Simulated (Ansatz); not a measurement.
**SnO2 (Pnnm): band gap by G0W0 on HSE06**

How far does one-shot GW move the HSE06 gap of SnO2 (Pnnm)?

Main program and level: Ansatz 0.2.0; HSE06, then G0W0 on it, plane waves, PAW.

### Step 1. The structure

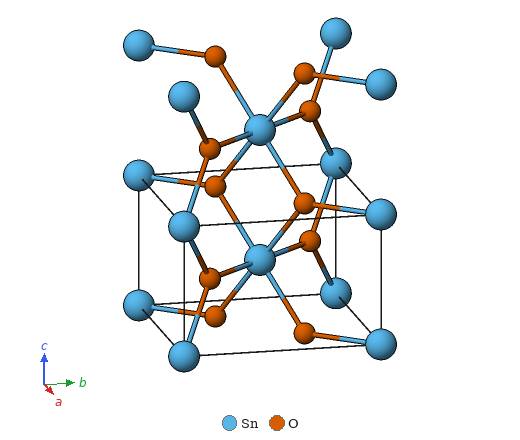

Start, viewed slightly off an axis; tin blue, oxygen orange. 1×1×2 cells are drawn. Some periodic images of atoms are drawn too.

The cell and positions are those that the Materials Project relaxed with its own functionals (PBE, PBE+U or r2SCAN), kept fixed. This is not the form that SnO2 usually takes at ambient conditions.

The logs state that the PAW files were generated under PBE.

### Step 2. The starting point: HSE06

HSE06 mixes in a quarter of exact exchange at short range.

This step: DFT, HSE06, plane waves, PAW; PAW set soft_1.

Contents of input.yaml:

```yaml
crystal:
  lattice:
    - [4.788004, 0.0, 0.0]
    - [0.0, 4.866582, 0.0]
    - [0.0, 0.0, 3.240898]
  atoms:
    - { symbol: Sn, position: [0.5, 0.5, 0.5] }
    - { symbol: Sn, position: [0.0, 0.0, 0.0] }
    - { symbol: O, position: [0.291855, 0.321042, 0.0] }
    - { symbol: O, position: [0.791855, 0.178958, 0.5] }
    - { symbol: O, position: [0.208145, 0.821042, 0.5] }
    - { symbol: O, position: [0.708145, 0.678958, 0.0] }
kpoints:
  mp_grid: { grid: [4, 4, 4] }
  band_path:
    path:
      - [0.0, 0.0, 0.0]
      - [0.5, 0.0, 0.0]
      - [0.5, 0.5, 0.0]
      - [0.0, 0.5, 0.0]
      - [0.0, 0.0, 0.5]
      - [0.5, 0.0, 0.5]
      - [0.5, 0.5, 0.5]
      - [0.0, 0.5, 0.5]
      - [0.1, 0.0, 0.0]
    npoints: 1
hamiltonian:
  xc: hse06
  pseudopotentials: { kind: paw, azcp: { folder: soft_1 } }
scf:
  occupations: { method: fixed }
  n_extra_bands: 6
output:
  eigenvalues: true
```

Command:

```
ansatz run input.yaml --threads 2 --pin off --max-ram 92160MiB --backend cuda --events-out ev --progress --plain --runs-dir out --devices 1 --max-vram 13GiB
```

Numbers of over 12 decimals in the logs are rounded to 6 here.

Output:

```text
scf.n_extra_bands = 6 over 26 filled bands (N_el = 52.0): the run solves 32 bands
GPUs: using 1 of 1 available (devices: 1).
Engine: ansatz 0.2.0, x86_64-unknown-linux-gnu
Pseudopotentials: kind: paw
Pseudopotential: Sn, paw, valence charge 14, recommended cutoff 420 eV (normal), soft_1/Sn.paw.azcp
Pseudopotential: O, paw, valence charge 6, recommended cutoff 420 eV (normal), soft_1/O.paw.azcp
Functional definition: HSE06
  parameter a = 0.25
  parameter omega = 0.11/bohr
  exchange = pbe_x - a*pbe_x_sr(omega) + a*exact_x_sr(omega)
  correlation = pbe_c
davidson cushion auto → on  (no smearing: the cushion is to keep the highest requested band from converging to the state above it; pin scf.eigensolver.cushion to override)
device memory: the entry about to start is reckoned to put 1.0 GiB on a device that reports 65.2 GiB free (of which the cap on the GPU budget leaves the run 13.0 GiB)
GPU FFT provider: cuFFT
GPU libraries: cuBLAS 13.8.2, cuFFT 12.4.0, cuSOLVER 12.3.4
Crystal: 6 atoms, lattice volume = 75.517 Å³
Basis set: ecut = 420 eV, 1479 PW (Γ)
Bands: 32, of which v1, the nominal top of the filled ones, is band 26 counted from 1 (25 counted from 0)
Symmetry: 8 space group operations
Space group: Pnnm (ITA 58), of the structure as read, at distance tolerance 4.2e-5 Å
k-points: 27 of 64
Non-local potential: Sn, projectors of the file, l = 0: 2, l = 1: 2, l = 2: 2, l = 3: 1
Non-local potential: O, projectors of the file, l = 0: 2, l = 1: 2, l = 2: 1
PAW form: soft (Blöchl's): semilocal exchange-correlation on the pseudo side does not see the compensation charge
PAW frozen core: Sn, regenerated for the run's functional, and the local potential with it (the file was generated under x = pbe(κ = 0.804, μ = 0.219515), c = pbe(β = 0.066725))
PAW frozen core: O, regenerated for the run's functional, and the local potential with it (the file was generated under x = pbe(κ = 0.804, μ = 0.219515), c = pbe(β = 0.066725))
PAW one-centre angular grid: Sn, 590 points (default); XC on 64 Gauss nodes
PAW one-centre angular grid: O, 110 points (default); XC on 96 Gauss nodes
Initial density: superposition of atomic densities (chi_scale 0.1, normalization cell, long waves kept (reshape's long-wave potential 0.00 eV rms))
Initial wavefunctions: pseudopotential atomic-orbital guess
GPU buffer pool allocated for 31104 grid points (all kernels)
GPU transforms: local potential and band sums: pruned to the plane-wave sphere, on 36×36×24
Functional: x = pbe(κ = 0.804, μ = 0.219515), c = pbe(β = 0.066725), warm-up for x = pbe(κ = 0.804, μ = 0.219515) + 0.25 (exact − pbe) at short range (hse, ω = 0.207870 Å⁻¹), c = pbe(β = 0.066725); HSE06 as pw.x's `hse` composes it (authors' and Libxc's form: `xc: wpbeh`)
SCF iter   1: F=—  HF=-14318.767060 eV  |F-HF|=—  |Δ(HF+E_count)|=         —  Δρ=7.51e-2  dr2=3.26e0  ethr=1.00e-1  ⟨swp⟩=4.0  Hψ=2656  notcnv=0
preconditioner: auto → none  [insulator: Δε(μ)=1.201 eV  Ē_g=19.655 eV  n_scr=18 (ndim 8)  ℏωp=30.8 eV  f_vac=0.000]
SCF iter   2: F=—  HF=-14318.201367 eV  |F-HF|=—  |Δ(HF+E_count)|=   5.66e-1  Δρ=4.07e-2  dr2=5.36e-1  ethr=6.26e-3  ⟨swp⟩=3.4  Hψ=2320  notcnv=0  defer=3
SCF iter   3: F=—  HF=-14318.140114 eV  |F-HF|=—  |Δ(HF+E_count)|=   6.13e-2  Δρ=1.41e-2  dr2=1.16e-1  ethr=1.03e-3  ⟨swp⟩=3.1  Hψ=2310  notcnv=0
iter 4 solved again at ethr=1.88e-5 eV; its pass at ethr=2.23e-4 eV (dr2=9.76e-3 eV) is discarded
SCF iter   4: F=—  HF=-14318.142451 eV  |F-HF|=—  |Δ(HF+E_count)|=   2.34e-3  Δρ=4.65e-3  dr2=9.02e-3  ethr=1.88e-5  ⟨swp⟩=3.5  Hψ=3983  notcnv=0  defer=3
SCF iter   5: F=—  HF=-14318.144169 eV  |F-HF|=—  |Δ(HF+E_count)|=   1.72e-3  Δρ=7.16e-4  dr2=1.73e-4  ethr=1.73e-5  ⟨swp⟩=2.7  Hψ=1948  notcnv=0  defer=1
SCF iter   6: F=-14318.144342 eV  HF=-14318.144345 eV  |F-HF|=2.99e-6  |Δ(HF+E_count)|=   1.77e-4  Δρ=1.31e-4  dr2=5.79e-6  ethr=3.32e-7  ⟨swp⟩=4.2  Hψ=2857  notcnv=0  defer=2
SCF 1 stopped early in 6 iterations: F = -14318.144342 eV  dr2 = 5.79e-6
  greatest PAW one-centre occupation: 0.996 electrons in one spin orbital (limit 2), on the Sn atom at site 0 (counted from 0), in its partial waves of l = 2
device memory: the entry about to start is reckoned to put 1.5 GiB (of the 1.6 GiB reckoned in all, the device holds 0.1 GiB already) on a device that reports 66.9 GiB free (of which the cap on the GPU budget leaves the run 12.9 GiB)
GPU FFT provider: cuFFT
GPU libraries: cuBLAS 13.8.2, cuFFT 12.4.0, cuSOLVER 12.3.4
Initial density: handed on by an earlier stage of this run
Initial wavefunctions: those handed on with the density
GPU buffer pool allocated for 31104 grid points (all kernels)
GPU transforms: local potential and band sums: pruned to the plane-wave sphere, on 36×36×24
Functional: x = pbe(κ = 0.804, μ = 0.219515) + 0.25 (exact − pbe) at short range (hse, ω = 0.207870 Å⁻¹), c = pbe(β = 0.066725); HSE06 as pw.x's `hse` composes it (authors' and Libxc's form: `xc: wpbeh`)
Exchange kernel: α = 0.2500, screened, ω = 0.2079 Å⁻¹, Wigner–Seitz truncation, v(0) = 1029.5469 eV·Å³, q-mesh 4×4×4, nearest image of the exchange supercell L = 12.96 Å, pair-density grid 30×30×20, without the augmentation charges, whose exchange is taken in its separable form by FFT convolution over the k-point mesh (sized by the pseudopotential files, 36×36×24 at the most), smooth part of the exact exchange by density-matrix convolution in up to 2.46 GiB of GPU memory as planned if the GPU has room (build and FFT work areas not counted)
Frozen-core exchange: fock
SCF iter   1: F=—  HF=-14325.562735 eV  |F-HF|=—  |Δ(HF+E_count)|=         —  Δρ=9.53e-3  dr2=5.42e-2  ethr=1.11e-7  ⟨swp⟩=9.0  Hψ=5304  notcnv=0
preconditioner: auto → none  [insulator: Δε(μ)=2.426 eV  Ē_g=21.895 eV  n_scr=18 (ndim 8)  ℏωp=30.8 eV  f_vac=0.030]
SCF iter   2: F=—  HF=-14325.544983 eV  |F-HF|=—  |Δ(HF+E_count)|=   1.78e-2  Δρ=2.60e-3  dr2=5.77e-3  ethr=1.11e-7  ⟨swp⟩=6.0  Hψ=4024  notcnv=0  defer=8
SCF iter   3: F=—  HF=-14325.569586 eV  |F-HF|=—  |Δ(HF+E_count)|=   2.46e-2  Δρ=1.31e-3  dr2=1.08e-3  ethr=1.11e-7  ⟨swp⟩=5.9  Hψ=3834  notcnv=0  defer=7
SCF iter   4: F=—  HF=-14325.569246 eV  |F-HF|=—  |Δ(HF+E_count)|=   3.40e-4  Δρ=8.56e-5  dr2=3.70e-5  ethr=1.11e-7  ⟨swp⟩=4.0  Hψ=2864  notcnv=0
SCF iter   5: F=-14325.569506 eV  HF=-14325.569515 eV  |F-HF|=8.83e-6  |Δ(HF+E_count)|=   2.68e-4  Δρ=1.36e-4  dr2=1.32e-5  ethr=4.07e-9  ⟨swp⟩=6.0  Hψ=3800  notcnv=0  defer=10
SCF 2 stopped early in 5 iterations: F = -14325.569506 eV  dr2 = 1.32e-5
  greatest PAW one-centre occupation: 0.996 electrons in one spin orbital (limit 2), on the Sn atom at site 1 (counted from 0), in its partial waves of l = 2
hybrid outer 1: dexx = +2.765e-2 eV, tail = 1.29e-4 eV
GPU FFT provider: cuFFT
GPU libraries: cuBLAS 13.8.2, cuFFT 12.4.0, cuSOLVER 12.3.4
GPU buffer pool allocated for 31104 grid points (all kernels)
GPU transforms: local potential and band sums: pruned to the plane-wave sphere, on 36×36×24
Exchange kernel: α = 0.2500, screened, ω = 0.2079 Å⁻¹, Wigner–Seitz truncation, v(0) = 1029.5469 eV·Å³, q-mesh 4×4×4, nearest image of the exchange supercell L = 12.96 Å, pair-density grid 30×30×20, without the augmentation charges, whose exchange is taken in its separable form by FFT convolution over the k-point mesh (sized by the pseudopotential files, 36×36×24 at the most), smooth part of the exact exchange by density-matrix convolution in up to 2.46 GiB of GPU memory as planned if the GPU has room (build and FFT work areas not counted)
Frozen-core exchange: fock
SCF iter   1: F=—  HF=-14325.568617 eV  |F-HF|=—  |Δ(HF+E_count)|=         —  Δρ=5.38e-5  dr2=1.49e-6  ethr=1.24e-6  ⟨swp⟩=3.4  Hψ=2046  notcnv=0
preconditioner: auto → none  [insulator: Δε(μ)=2.427 eV  Ē_g=21.936 eV  n_scr=18 (ndim 8)  ℏωp=30.8 eV  f_vac=0.036]
SCF iter   2: F=—  HF=-14325.568621 eV  |F-HF|=—  |Δ(HF+E_count)|=   4.40e-6  Δρ=2.82e-5  dr2=4.21e-7  ethr=1.87e-9  ⟨swp⟩=5.1  Hψ=3531  notcnv=0  defer=1
iter 3 solved again at ethr=4.27e-11 eV; its pass at ethr=6.90e-10 eV (dr2=2.22e-8 eV) is discarded
SCF iter   3: F=-14325.568621 eV  HF=-14325.568621 eV  |F-HF|=1.69e-9  |Δ(HF+E_count)|=   5.95e-8  Δρ=1.01e-5  dr2=3.20e-8  ethr=4.27e-11  ⟨swp⟩=4.0  Hψ=4438  notcnv=0
SCF 3 converged in 3 iterations: F = -14325.568621 eV  dr2 = 3.20e-8
hybrid outer 2: dexx = +2.814e-6 eV, tail = 1.29e-7 eV, Δε = 4.54e-3 eV (about 1.95e-4 eV left of the loop's levels)
the search or the solves at the SCF's close seem to have found levels that the self-consistency loop had missed (the run counts 2). By its estimate they hold under 1e-12 electrons; where the run keeps them, the occupations were computed again with them
device memory: the entry about to start is reckoned to put 0.5 GiB on a device that reports 71.3 GiB free (of which the cap on the GPU budget leaves the run 13.0 GiB)
NSCF: frozen V_eff on 9 k-points
hybrid SCF converged: 2 outer / 8 inner (+6 warm-up), last move |dexx| = 2.81e-6 eV, tail = 1.29e-7 eV
Stability not checked: this state was not tested for a lower state beside it, because the functional holds exact exchange (a hybrid, or Hartree-Fock), whose exchange loop this test does not read (fock_operator; see scf.lower_state_search)
Free energy (F): -14325.568621 eV
Frozen-core exchange: fock
Harris-Foulkes:  -14325.568621 eV  (|F-HF|=1.69e-9)
Internal energy: -14325.568621 eV  (E = F + TS)
E sigma→0 (E₀):  -14325.568621 eV
Fermi energy:    7.375079 eV
--- Per-component energies (eV) ---
  E_band       = -257.259783
  E_kinetic    = 1015.706419
  E_local      = -3251.919322  (includes V_loc(G=0)·N_el)
  E_nonlocal   = 489.372830
  E_hartree    = 1476.197055
  E_xc         = -428.624287
  E_vxc        = -416.837461  (∫ρ·V_xc dr)
  E_exx        = -151.468272  (= α·E_x^exact, valence–valence)
  E_paw        = -9362.784894  (= ΣΔE_a)
  E_vpaw       = -743.041736  (= ΣTr[D̂ρ^β])
  E_aug_tail   = 0.003813  (compensation charges beyond the density's cutoff)
  E_ewald      = -4112.463075
  E_core_change = 0.411113  (= ΣΔE_core)
  E_smearing   = -0.000000  (= −TS)
  E_closure    = -0.000000  (closes the sum)
  Σ components = -14325.568621   (vs F -14325.568621, Δ=-1.82e-12)
--- Band table (eV; the first three rows and the last of 27) ---
  k-point 0: bands = [... 22 lower, 6.4422, 6.7946, 6.8113, 7.3751, 9.8012, 15.1113, 15.2887, 15.4609, ... 2 higher]
  k-point 1: bands = [... 22 lower, 5.0770, 6.6572, 6.7499, 6.9327, 12.4727, 15.9225, 17.4512, 17.5825, ... 2 higher]
  k-point 2: bands = [... 22 lower, 5.8180, 5.8180, 6.2290, 6.2290, 15.0805, 15.0805, 18.8361, 18.8361, ... 2 higher]
  k-point 26: bands = [... 22 lower, 6.5257, 6.5257, 6.6239, 6.6239, 13.7037, 13.7037, 17.9928, 17.9928, ... 2 higher]
```

Wall time 23 s (1 × NVIDIA H100 80GB HBM3 (shared by 6 runs) with 2 threads of AMD EPYC 7R13 (Zen 3), shared host); peak memory 1.4 GiB.

Numbers from this step:

| Property | Result |
| --- | --- |
| gap | 2.426 eV |
| valence top at | Γ |
| conduction bottom at | Γ |
| least direct gap | 2.426 eV |
| exact-exchange fraction | 0.25 |

Over mesh and listed points the gap is 2.426 eV, direct, at k = Γ.

[end of part 1 of 2]

[Paths, hosts, dates, memory and timing lines, banners, echoed tables and standing remarks are left out of the program output.]

[Logs are printed without paths, hosts, clocks, repeated set-up lines and the standing remarks that a program may print on its own settings, such as how far it seeks lower states.]

[Runs of the session that timed out or met a known fault of the program may be left out.]

[Cells called generated may have been cut or substituted from an entry of the Crystallography Open Database or the Materials Project.]

[Hosts, paths, dates, database ids (printed as entryN), source tags and the programs' standing remarks are cut or masked in the printed files.]

[Where an RPA ε∞ is given, it is that of the G0W0 mesh and is not shown converged in it. Names of k-points follow the symmetry that the program found, which can be lower than the space group named. Band edges on a path are those of the sampled points; other points can move an edge, and change direct to indirect where valleys lie close.]

[Hybrid gaps are those of their k-mesh and are not shown converged in it.]
